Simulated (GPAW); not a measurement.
# zigzag Ru chain, bond 2.823 A: cost and accuracy of the smearing

Aim: see how far moments and order energies of zigzag Ru chain, bond 2.823 A move with the smearing, and what each rung costs.

Calculated with GPAW 26.7.0; revPBE; plane waves with GPAW's PAW setups, scalar-relativistic.

### 1. Set-up

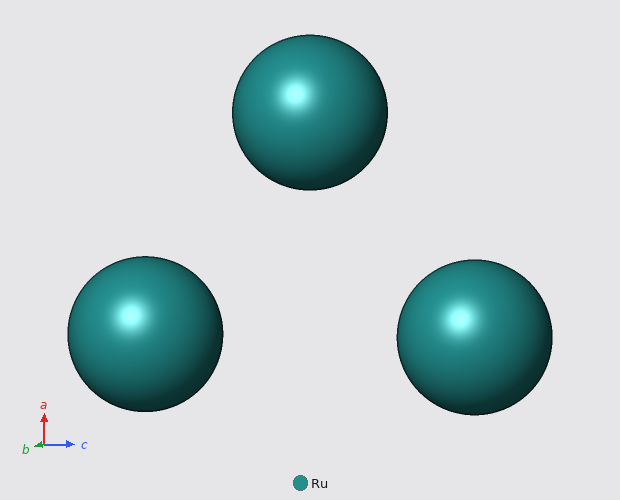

The cell as given, from the side, with the c axis across the page (ruthenium teal). Some periodic images of atoms are drawn too.

The cell holds 2 atoms: 2 Ru. Cell: a = 12.000 Å, b = 12.000 Å, c = 3.388 Å, α = 90.0°, β = 90.0°, γ = 90.0°. model lattice. Vacuum lies along a and b. The structure's axis is c.

### 2. Rung 1 (width 0.4 eV), start ferro ++

A wide smearing converges easily but acts like a high temperature on the moments; each rung narrows it.

File order1.py:

```python
import json
import numpy as np
from ase import Atoms
from ase.parallel import paropen, parprint
from gpaw import GPAW

atoms = Atoms(['Ru', 'Ru'],
    cell=[[12.0, 0.0, 0.0],
         [0.0, 12.0, 0.0],
         [0.0, 0.0, 3.3876]],
    scaled_positions=[[0.4059, 0.5, 0.0],
         [0.5941, 0.5, 0.5]],
    pbc=True,
    magmoms=[1.5, 1.5])
atoms.calc = GPAW(mode={'name': 'pw', 'ecut': 550},
    xc='revPBE',
    kpts={'size': (1, 1, 8), 'gamma': True},
    occupations={'name': 'fermi-dirac', 'width': 0.4},
    convergence={'density': 1e-05, 'energy': 1e-05},
    maxiter=200,
    symmetry={'tolerance': 1e-4},
    txt='order1.txt')
e = atoms.get_potential_energy(force_consistent=True)
res = {'free_energy': e, 'energy_sigma0': atoms.get_potential_energy(), 'fermi_energy': atoms.calc.get_fermi_level()}
res['moments'] = atoms.get_magnetic_moments().tolist()
res['total'] = atoms.get_magnetic_moment()
parprint('site moments (muB):', np.round(res['moments'], 3))
parprint(f"total moment: {res['total']:.3f} muB")
parprint(f'free energy: {e:.6f} eV')
atoms.calc.write('order1.gpw')
with paropen('results.json', 'w') as f:
    json.dump(res, f)
```

On the command line:

```bash
$ OMP_NUM_THREADS=1 python3 order1.py > order1.log
```

The program printed:

```text
site moments (muB): [1.936 1.936]
total moment: 4.550 muB
free energy: -11.251866 eV

--- order1.txt ---
Input parameters:
  mode=PW(ecut=550),
  convergence={'density': 1e-05, 'energy': 1e-05},
  kpts=MonkhorstPack(size=(1, 1, 8), gamma=True),
  maxiter=200,
  occupations=Occupations(name='fermi-dirac', width=0.4),
  symmetry=Symmetry(tolerance=0.0001),
  xc=XC(name='revPBE')

Diagonalizing LCAO Hamiltonian
Converting LCAO to pw mode
        .----------------------------.
       /|                            |
      / |                            |
     /  |                            |
    /   .----------------------------.
   /   /              Ru            /
  /   /                            /
 *   /                            /
 |  /           Ru               /
 | /                            /
 |/                            /
 *----------------------------*

Atoms  # Å, Bohr magnetons
|   | symbol |        x |        y |        z |    initial magnetic moments |
|---|--------|----------|----------|----------|-----------------------------|
| 0 |     Ru | 4.870800 | 6.000000 | 0.000000 | ( 0.0000,  0.0000,  1.5000) |
| 1 |     Ru | 7.129200 | 6.000000 | 1.693800 | ( 0.0000,  0.0000,  1.5000) |

Unit cell  # Å
| periodic |         x |         y |        z |   lengths |    angles |
|----------|-----------|-----------|----------|-----------|-----------|
|      yes | 12.000000 |  0.000000 | 0.000000 | 12.000000 | 90.000000 |
|      yes |  0.000000 | 12.000000 | 0.000000 | 12.000000 | 90.000000 |
|      yes |  0.000000 |  0.000000 | 3.387600 |  3.387600 | 90.000000 |

Number of symmetries: 4

BZ-sampling:
  Number of BZ points: 8
  Number of IBZ points: 5

  Monkhorst-Pack size: [1, 1, 8]
  Monkhorst-Pack shift: [0.0, 0.0, 0.0625]

Plane wave coefficients: 14349
Cutoff: 550.0 eV

Spin-components: 2 (collinear spins)
Bands:           25
Projectors:      12
Spin-degeneracy: 1
Datatype:        complex128

Parallelization:
  kpt:    1
  domain: 1
  band:   1

Density:
  Valence electrons: 32.0
  Components: 2
  Grid points: [70 70 20]
  Charge: 0.0  # |e|

Potential:
  Grid points: [70 70 20]

[... setups left out ...]
Reference energy: -246501.643973  # eV

eigensolver:
  PPCG
  Converge bands: occupied
  niter=2

density mixing:
  MSR1-Mixer
  Pratt-step length: 0.05
  Maximum mixing coefficient: 0.75
  Old densities: 10
  SVD Regularization: 0.005
  Good broyden scale: 1.0
  Trust region scale: 1.0
  Backstep threshold: 4.0
  History deletion threshold: 6.0
  Fourier metric: weight=20.0, sigma=0.015

occupation numbers:
  Fermi-Dirac:
    width: 0.4000  # eV

poisson solver:
  ecut: 4400.0  # eV

xc functional:
  name: revPBE with 2 nearest neighbor stencil

convergence criteria:
- Maximum integral of absolute [dens]ity change: 1e-05 electrons / valence electron
- Maximum [total energy] change in last 3 cyles: 1e-05 eV / valence electron
- Maximum integral of absolute [eigenst]ate change: 4e-08 eV^2 / valence electron
maximum number of iterations: 200

SCF iterations
|iter     |      energy | eigst |  dens |  magmom |
|---------|-------------|-------|-------|---------|
|iter:   1|       0s |  -11.696953 | +0.32 |       |  +2.9848|
|iter:   2|       6s |  -11.068027 | -0.81 | -0.86 |  +2.9639|
|iter:   3|      11s |   -9.445885 | -0.42 | -0.92 |  +2.8165|
|iter:   4|      17s |   -9.492695 | -1.55 | -1.42 |  +2.8464|
|iter:   5|      22s |   -9.626190 | -1.95 | -1.61 |  +2.9564|
|iter:   6|      28s |   -9.609603 | -2.39 | -1.41 |  +2.9758|
|iter:   7|      33s |  -12.790073 | -1.17 | -1.47 |  +3.0627|
|iter:   8|      39s |   -9.620240 | -1.38 | -0.67 |  +3.0727|
|iter:   9|      44s |   -9.682213 | -2.72 | -1.79 |  +3.2669|
|iter:  10|      51s |   -9.786687 | -2.81 | -1.80 |  +3.7226|
|iter:  11|      56s |   -9.881407 | -3.22 | -1.87 |  +4.3533|
|iter:  12|      62s |   -9.875681 | -3.73 | -2.26 |  +4.3870|
|iter:  13|      68s |   -9.906152 | -4.10 | -2.60 |  +4.6326|
|iter:  14|      73s |   -9.891332 | -4.44 | -2.85 |  +4.5358|
|iter:  15|      79s |   -9.892977 | -5.43 | -3.34 |  +4.5520|
|iter:  16|      85s |   -9.891398 | -5.76 | -3.62 |  +4.5436|
|iter:  17|      90s |   -9.892388 | -6.33 | -3.83 |  +4.5504|
|iter:  18|      96s |   -9.892442 | -6.96 | -4.32 |  +4.5505|
|iter:  19|     101s |   -9.892403c| -7.42c| -4.62 |  +4.5504|
|iter:  20|     104s |   -9.892381c| -7.67c| -4.46 |  +4.5501|
|iter:  21|     108s |   -9.892381c| -7.80c| -5.07c|  +4.5500|

Converged in 21 steps
Energy contributions relative to reference atoms: (reference = -246501.643973)

Energy contributions:
  Kinetic:         -14.280026
  Coulomb:           9.954872
  Zero:             -0.865761
  External:          0.000000
  Xc:               -3.341981
  Entropy:          -2.718971
  Spinorbit:         0.000000
  ----------------------------
  Free energy:     -11.251866
  Extrapolated:     -9.892381

dipole moment: (0.000003, 0.000002, -11.597095)  # |e|*Ang

Total magnetic moment: (0.000000, 0.000000, 4.550042)

Local magnetic moments
|        x |        y |        z |
|----------|----------|----------|
| 0.000000 | 0.000000 | 1.935954 |  # Ru   0
| 0.000000 | 0.000000 | 1.935912 |  # Ru   1

Fermi level: -3.119
Eigenvalues  # (at kpt = [0.000, 0.000, 0.000])
| band index |      eig [eV] | occ [0-1] |      eig [eV] | occ [0-1] |
|------------|---------------|-----------|---------------|-----------|
|          0 |       -75.782 |     1.000 |       -74.405 |     1.000 |
|        ... |               |           |               |           |
|          8 |        -6.224 |     1.000 |        -5.643 |     0.998 |
|          9 |        -6.062 |     0.999 |        -4.985 |     0.991 |
|         10 |        -5.250 |     0.995 |        -4.011 |     0.903 |
|         11 |        -5.111 |     0.993 |        -3.912 |     0.879 |
|         12 |        -4.845 |     0.987 |        -3.343 |     0.636 |
|         13 |        -4.414 |     0.962 |        -2.895 |     0.364 |
|         14 |        -4.375 |     0.959 |        -2.821 |     0.322 |
|         15 |        -4.236 |     0.942 |        -2.685 |     0.253 |
|         16 |        -4.230 |     0.941 |        -2.615 |     0.221 |
|         17 |        -3.927 |     0.883 |        -2.343 |     0.126 |
|         18 |        -3.088 |     0.480 |        -2.089 |     0.071 |
|         19 |        -2.976 |     0.412 |        -1.770 |     0.033 |
|         20 |        -1.249 |     0.009 |        -0.754 |     0.003 |
|         21 |        -0.571 |     0.002 |        -0.252 |     0.001 |
|         22 |         0.778 |     0.000 |         0.893 |     0.000 |
|        ... |               |           |               |           |
|         24 |         1.534 |     0.000 |         1.708 |     0.000 |

No gap
No difference between direct/indirect transitions
```

It took 2 min on 1 MPI rank of Intel Xeon Platinum 8259CL at 2.50GHz (Skylake/Cascade Lake), shared host; peak memory 0.46 GiB.

Spin moment in the augmentation sphere by atom:

```csv
atom,spin moment in the augmentation sphere (μB)
Ru1,1.94
Ru2,1.94
```

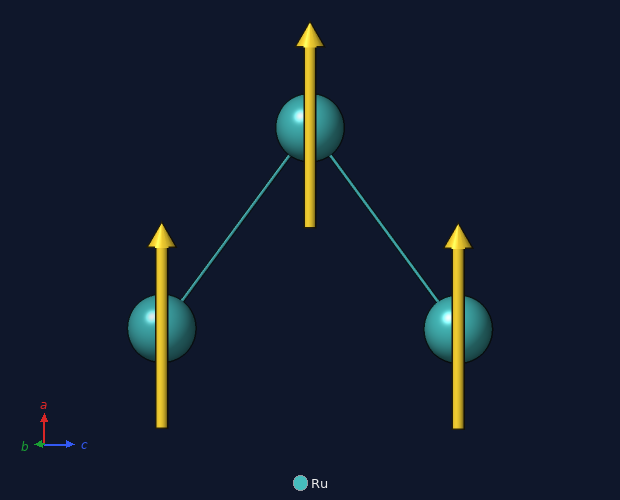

Spin moment in the augmentation sphere as arrows, the longest 1.94 μB. Up and down stand for the sign. Arrows give size and sign along the axis of quantisation, drawn up and down the page. Some periodic images of atoms are drawn too.

Read from the output:

| Item | Value |
| --- | --- |
| magnetization | 4.550 μB |
| final state | ferromagnetic |

After 21 cycles the largest moment stands at 1.94 μB.

### 3. Rung 1 (width 0.4 eV), start antiferro +-

The second start gives the energy difference between the two end states, the quantity that is followed up the ladder.

order2.py is the script of step 2 with these lines changed:

```diff
@@ -13,3 +13,3 @@
     pbc=True,
-    magmoms=[1.5, 1.5])
+    magmoms=[1.5, -1.5])
 atoms.calc = GPAW(mode={'name': 'pw', 'ecut': 550},
@@ -21,3 +21,3 @@
     symmetry={'tolerance': 1e-4},
-    txt='order1.txt')
+    txt='order2.txt')
 e = atoms.get_potential_energy(force_consistent=True)
@@ -29,3 +29,3 @@
 parprint(f'free energy: {e:.6f} eV')
-atoms.calc.write('order1.gpw')
+atoms.calc.write('order2.gpw')
 with paropen('results.json', 'w') as f:
```

On the command line:

```bash
$ OMP_NUM_THREADS=1 python3 order2.py > order2.log
```

The program printed:

```text
site moments (muB): [ 1.593 -1.593]
total moment: 0.000 muB
free energy: -11.172264 eV

--- order2.txt ---
Input parameters:
  mode=PW(ecut=550),
  convergence={'density': 1e-05, 'energy': 1e-05},
  kpts=MonkhorstPack(size=(1, 1, 8), gamma=True),
  maxiter=200,
  occupations=Occupations(name='fermi-dirac', width=0.4),
  symmetry=Symmetry(tolerance=0.0001),
  xc=XC(name='revPBE')

Diagonalizing LCAO Hamiltonian
Converting LCAO to pw mode
        .----------------------------.
       /|                            |
      / |                            |
     /  |                            |
    /   .----------------------------.
   /   /              Ru            /
  /   /                            /
 *   /                            /
 |  /           Ru               /
 | /                            /
 |/                            /
 *----------------------------*

Atoms  # Å, Bohr magnetons
|   | symbol |        x |        y |        z |    initial magnetic moments |
|---|--------|----------|----------|----------|-----------------------------|
| 0 |     Ru | 4.870800 | 6.000000 | 0.000000 | ( 0.0000,  0.0000,  1.5000) |
| 1 |     Ru | 7.129200 | 6.000000 | 1.693800 | ( 0.0000,  0.0000, -1.5000) |

Number of symmetries: 4

BZ-sampling:
  Number of BZ points: 8
  Number of IBZ points: 5

  Monkhorst-Pack size: [1, 1, 8]
  Monkhorst-Pack shift: [0.0, 0.0, 0.0625]

Plane wave coefficients: 14349
Cutoff: 550.0 eV

Spin-components: 2 (collinear spins)
Bands:           24
Projectors:      12
Spin-degeneracy: 1
Datatype:        complex128

Parallelization:
  kpt:    1
  domain: 1
  band:   1

Density:
[...]
|iter:  16|      80s |   -9.592073 | -6.62 | -4.37 |  +0.0000|
|iter:  17|      86s |   -9.592056c| -7.04 | -4.71 |  +0.0000|
|iter:  18|      91s |   -9.592060c| -7.42c| -4.89 |  +0.0000|
|iter:  19|      94s |   -9.592065c| -7.67c| -5.48c|  +0.0000|

Converged in 19 steps
Energy contributions relative to reference atoms: (reference = -246501.643973)

Energy contributions:
  Kinetic:         -15.166351
  Coulomb:          10.730879
  Zero:             -0.861209
  External:          0.000000
  Xc:               -2.715185
  Entropy:          -3.160400
  Spinorbit:         0.000000
  ----------------------------
  Free energy:     -11.172264
  Extrapolated:     -9.592065

dipole moment: (0.000002, 0.000002, -11.598234)  # |e|*Ang

Total magnetic moment: (0.000000, 0.000000, 0.000007)

Local magnetic moments
|        x |        y |         z |
|----------|----------|-----------|
| 0.000000 | 0.000000 |  1.593026 |  # Ru   0
| 0.000000 | 0.000000 | -1.593020 |  # Ru   1

Fermi level: -3.134
Eigenvalues  # (at kpt = [0.000, 0.000, 0.000])
| band index |      eig [eV] | occ [0-1] |      eig [eV] | occ [0-1] |
|------------|---------------|-----------|---------------|-----------|
|          0 |       -75.657 |     1.000 |       -75.657 |     1.000 |
|        ... |               |           |               |           |
|          8 |        -6.022 |     0.999 |        -6.022 |     0.999 |
|          9 |        -5.608 |     0.998 |        -5.608 |     0.998 |
|         10 |        -4.849 |     0.986 |        -4.849 |     0.986 |
|         11 |        -4.731 |     0.982 |        -4.731 |     0.982 |
[...]
|         20 |        -1.010 |     0.005 |        -1.010 |     0.005 |
|         21 |        -0.432 |     0.001 |        -0.432 |     0.001 |
|         22 |         0.841 |     0.000 |         0.841 |     0.000 |
|         23 |         1.072 |     0.000 |         1.072 |     0.000 |

No gap
No difference between direct/indirect transitions
```

The job ended after 1.7 min (1 MPI rank; peak memory 0.46 GiB).

Spin moment in the augmentation sphere by atom:

```csv
atom,spin moment in the augmentation sphere (μB)
Ru1,1.59
Ru2,-1.59
```

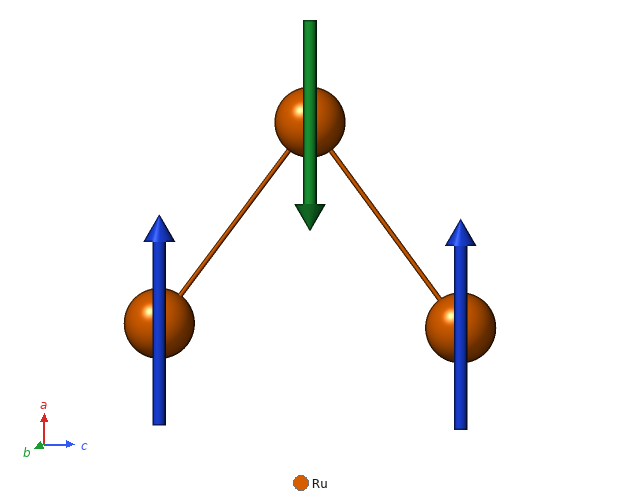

Spin moment in the augmentation sphere as arrows, the longest 1.59 μB. Up and down stand for the sign. Arrows give size and sign along the axis of quantisation, drawn up and down the page. The two directions have two colours. Some periodic images of atoms are drawn too.

Read from the output:

```
magnetization : 0 μB
final state   : antiferromagnetic
```

This start lies +39.8 meV a seeded atom from the first; its largest moment is 1.59 μB.

### 4. Rung 2 (width 0.2 eV), start ferro ++

order1.py is the script of step 2 with these lines changed:

```diff
@@ -17,3 +17,3 @@
     kpts={'size': (1, 1, 8), 'gamma': True},
-    occupations={'name': 'fermi-dirac', 'width': 0.4},
+    occupations={'name': 'fermi-dirac', 'width': 0.2},
     convergence={'density': 1e-05, 'energy': 1e-05},
```

On the command line:

```bash
$ OMP_NUM_THREADS=1 python3 order1.py > order1.log
```

The program printed:

```text
site moments (muB): [2.47 2.47]
total moment: 5.805 muB
free energy: -10.318752 eV

--- order1.txt ---
Input parameters:
  mode=PW(ecut=550),
  convergence={'density': 1e-05, 'energy': 1e-05},
  kpts=MonkhorstPack(size=(1, 1, 8), gamma=True),
  maxiter=200,
  occupations=Occupations(name='fermi-dirac', width=0.2),
  symmetry=Symmetry(tolerance=0.0001),
  xc=XC(name='revPBE')

Diagonalizing LCAO Hamiltonian
[...]
|         11 |        -5.199 |     1.000 |        -3.758 |     0.982 |
|         12 |        -5.037 |     1.000 |        -3.129 |     0.700 |
[...]
|         21 |        -0.587 |     0.000 |        -0.131 |     0.000 |
|         22 |         0.767 |     0.000 |         0.929 |     0.000 |
|         23 |         0.785 |     0.000 |         1.373 |     0.000 |
|         24 |         1.527 |     0.000 |         1.790 |     0.000 |

No gap
No difference between direct/indirect transitions


[key lines of the parts left out:]
Free energy:     -10.318752
Converged in 17 steps
dipole moment: (0.000005, 0.000002, -11.604888)  # |e|*Ang
Fermi level: -2.960
```

It took 99 s on 1 MPI rank; peak memory 0.46 GiB.

Numbers from this step:

* magnetization: 5.805 μB
* final state: ferromagnetic
* largest moment: 2.470 μB

The largest moment moves by +0.53 μB from rung 1, at 0.84 times its CPU time.

### 5. Rung 2 (width 0.2 eV), start antiferro +-

order2.py is the script of step 3 with these lines changed:

```diff
@@ -17,3 +17,3 @@
     kpts={'size': (1, 1, 8), 'gamma': True},
-    occupations={'name': 'fermi-dirac', 'width': 0.4},
+    occupations={'name': 'fermi-dirac', 'width': 0.2},
     convergence={'density': 1e-05, 'energy': 1e-05},
```

On the command line:

```bash
$ OMP_NUM_THREADS=1 python3 order2.py > order2.log
```

The program printed:

```text
site moments (muB): [ 1.937 -1.937]
total moment: 0.000 muB
free energy: -9.879034 eV

--- order2.txt ---
Input parameters:
  mode=PW(ecut=550),
  convergence={'density': 1e-05, 'energy': 1e-05},
  kpts=MonkhorstPack(size=(1, 1, 8), gamma=True),
  maxiter=200,
  occupations=Occupations(name='fermi-dirac', width=0.2),
  symmetry=Symmetry(tolerance=0.0001),
  xc=XC(name='revPBE')

Diagonalizing LCAO Hamiltonian
[...]
|         10 |        -4.807 |     1.000 |        -4.807 |     1.000 |
|         11 |        -4.741 |     1.000 |        -4.741 |     1.000 |
[...]
|         20 |        -0.979 |     0.000 |        -0.979 |     0.000 |
|         21 |        -0.363 |     0.000 |        -0.363 |     0.000 |
|         22 |         0.859 |     0.000 |         0.859 |     0.000 |
|         23 |         1.117 |     0.000 |         1.117 |     0.000 |

No gap
No difference between direct/indirect transitions


[key lines of the parts left out:]
Free energy:      -9.879034
Converged in 20 steps
dipole moment: (0.000001, 0.000002, -11.601023)  # |e|*Ang
Fermi level: -2.915
```

Elapsed: 1.8 min, on 1 MPI rank; peak memory 0.46 GiB.

Numbers from this step:

```
magnetization  : 0 μB
final state    : antiferromagnetic
largest moment : 1.937 μB
```

This start lies +219.9 meV a seeded atom from the first, a change of +180.1 meV since rung 1; its largest moment is 1.94 μB.

### 6. Rung 3 (width 0.1 eV), start ferro ++

order1.py is the script of step 4 with these lines changed:

```diff
@@ -17,3 +17,3 @@
     kpts={'size': (1, 1, 8), 'gamma': True},
-    occupations={'name': 'fermi-dirac', 'width': 0.2},
+    occupations={'name': 'fermi-dirac', 'width': 0.1},
     convergence={'density': 1e-05, 'energy': 1e-05},
```

On the command line:

```bash
$ OMP_NUM_THREADS=1 python3 order1.py > order1.log
```

The program printed:

```text
site moments (muB): [2.579 2.579]
total moment: 6.082 muB
free energy: -10.122801 eV

--- order1.txt ---
Input parameters:
  mode=PW(ecut=550),
  convergence={'density': 1e-05, 'energy': 1e-05},
  kpts=MonkhorstPack(size=(1, 1, 8), gamma=True),
  maxiter=200,
  occupations=Occupations(name='fermi-dirac', width=0.1),
  symmetry=Symmetry(tolerance=0.0001),
  xc=XC(name='revPBE')

Diagonalizing LCAO Hamiltonian
[...]
|         11 |        -5.297 |     1.000 |        -3.772 |     1.000 |
|         12 |        -5.109 |     1.000 |        -3.161 |     0.886 |
[...]
|         21 |        -0.615 |     0.000 |        -0.110 |     0.000 |
|         22 |         0.762 |     0.000 |         0.932 |     0.000 |
|         23 |         0.763 |     0.000 |         1.379 |     0.000 |
|         24 |         1.515 |     0.000 |         1.804 |     0.000 |

No gap
No difference between direct/indirect transitions


[key lines of the parts left out:]
Free energy:     -10.122801
Converged in 18 steps
dipole moment: (0.000004, 0.000002, -11.612173)  # |e|*Ang
Fermi level: -2.956
```

Wall time 1.8 min (1 MPI rank); peak memory 0.46 GiB.

This step gave:

| Property | Result |
| --- | --- |
| magnetization | 6.082 μB |
| final state | ferromagnetic |
| largest moment | 2.579 μB |

The largest moment moves by +0.11 μB from rung 2, at 1.1 times its CPU time.

### 7. Rung 3 (width 0.1 eV), start antiferro +-

order2.py is the script of step 5 with these lines changed:

```diff
@@ -17,3 +17,3 @@
     kpts={'size': (1, 1, 8), 'gamma': True},
-    occupations={'name': 'fermi-dirac', 'width': 0.2},
+    occupations={'name': 'fermi-dirac', 'width': 0.1},
     convergence={'density': 1e-05, 'energy': 1e-05},
```

On the command line:

```bash
$ OMP_NUM_THREADS=1 python3 order2.py > order2.log
```

The program printed:

```text
site moments (muB): [ 1.99 -1.99]
total moment: -0.000 muB
free energy: -9.503299 eV

--- order2.txt ---
Input parameters:
  mode=PW(ecut=550),
  convergence={'density': 1e-05, 'energy': 1e-05},
  kpts=MonkhorstPack(size=(1, 1, 8), gamma=True),
  maxiter=200,
  occupations=Occupations(name='fermi-dirac', width=0.1),
  symmetry=Symmetry(tolerance=0.0001),
  xc=XC(name='revPBE')

Diagonalizing LCAO Hamiltonian
[...]
|         21 |        -0.342 |     0.000 |        -0.342 |     0.000 |
|         22 |         0.873 |     0.000 |         0.873 |     0.000 |
|         23 |         1.123 |     0.000 |         1.123 |     0.000 |

Gap: 0.034 eV
Transition (v -> c):
  (s=0, k=3, n=15, [0.00, 0.00, 0.38]) -> (s=1, k=2, n=16, [0.00, 0.00, 0.25])
Direct/indirect transitions are different
Direct gap: 0.097 eV
Transition at: (s=0->1, k=3, n=15, [0.00, 0.00, 0.38])


[key lines of the parts left out:]
Free energy:      -9.503299
Converged in 21 steps
dipole moment: (0.000004, 0.000002, -11.600717)  # |e|*Ang
Fermi level: -2.870
```

Run time: 1.9 min. Hardware: 1 MPI rank; peak memory 0.46 GiB.

This step gave:

- magnetization: 0 μB
- final state: antiferromagnetic
- largest moment: 1.990 μB

This start lies +309.8 meV a seeded atom from the first, a change of +89.9 meV since rung 2; its largest moment is 1.99 μB.

(Continued in part 2 of 2.)

[Logs and program files are shortened in this print: banners, set-up blocks, solver, clock and traceback lines can be left out without a mark of their own.]

[Logs are printed without paths, hosts, clocks, repeated set-up lines and the standing remarks that a program may print on its own settings, such as how far it seeks lower states.]

[Hosts, paths, dates, database ids (printed as entryN), source tags and the programs' standing remarks are cut or masked in the printed files.]

[Where a cell is said to come from a database of computed structures, the database is the Materials Project.]
